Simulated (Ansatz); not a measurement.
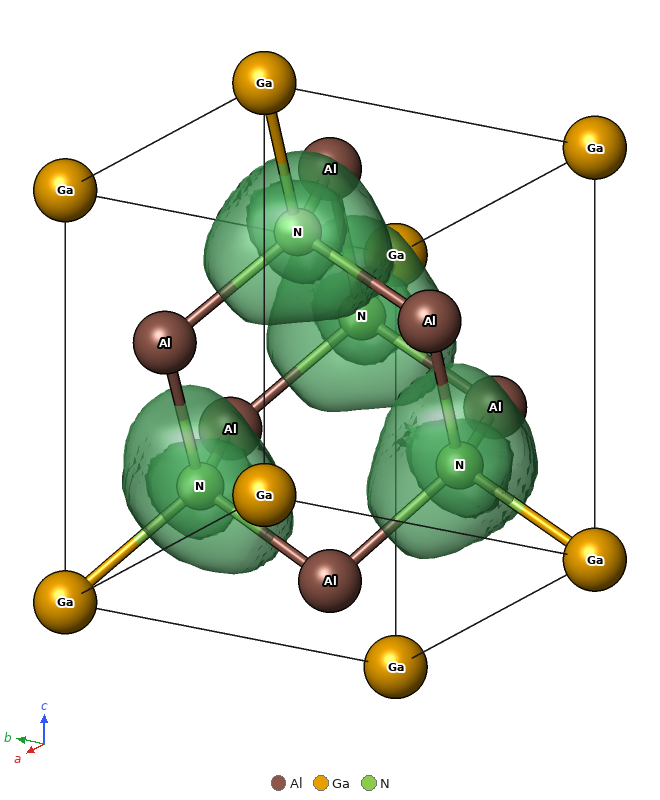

*Al₃GaN₄. Isosurface of the ELF at 0.75 (green), seen at an oblique angle. Only the valence region is drawn (cores and ρ < 0.01 e/Å³ removed). Sticks mark near contacts.*

Space group P-42m; a structure from a database of computed crystals, not necessarily the ambient phase; computed pressure about 47 GPa in this cell.

Computed with Ansatz, DFT PBEsol, scalar-relativistic, plane waves, PAW.

Input

```
crystal:
  lattice:
    - [3.993494, 0.0, 0.0]
    - [0.0, 3.993494, 0.0]
    - [0.0, 0.0, 4.5086547261]
  atoms:
    - { symbol: Al, position: [0.5, 0.5, 0.0] }
    - { symbol: Al, position: [0.5, 0.0, 0.5] }
    - { symbol: Al, position: [0.0, 0.5, 0.5] }
    - { symbol: Ga, position: [0.0, 0.0, 0.0] }
    - { symbol: "N", position: [0.7447140287, 0.7447140287, 0.2552859713] }
    - { symbol: "N", position: [0.7447140287, 0.2552859713, 0.7447140287] }
    - { symbol: "N", position: [0.2552859713, 0.7447140287, 0.7447140287] }
    - { symbol: "N", position: [0.2552859713, 0.2552859713, 0.2552859713] }
basis:
  ecutwfc: 520.0
kpoints:
  mp_grid: { grid: [6, 6, 6] }
hamiltonian:
  xc: pbesol
scf:
  occupations: { method: gaussian, width: 0.05 }
output:
  forces: true
  stress: true
  eigenvalues: true
  write_density: true
  write_potential: true
  elf: true
  volumetric_format: npy
```

Command:

```sh
ansatz run input.yaml --threads 2 --pin off --max-ram 4096MiB --backend cpu --events-out ev --progress --plain --runs-dir out
```

Below, planes, directions and counts refer to the conventional cell (a = 3.99 Å, b = 3.99 Å, c = 4.51 Å, α = 90.00°, β = 90.00°, γ = 90.00°).

What do the ELF domains correspond to?

Answer. The ELF exceeds this value in four regions on N in which the atom's valence shell and bonds are merged, counted in one cell of 8 atoms. Regions shared between cells count once. Profiles from the grid: Al–N (1.79 Å): the ELF peaks at about 0.90 between the atoms: a polar covalent bond. Ga–N (1.84 Å): the ELF peaks at about 0.80 in the valence shell of N, 0.6 Å from its nucleus, and is about 0.45 at the midpoint.

Metal or insulator at this level of theory?

Answer. It is gapped, with a Kohn–Sham gap of 2.9 eV on the k-point mesh (the band edges may lie off the mesh, which would make the gap smaller).
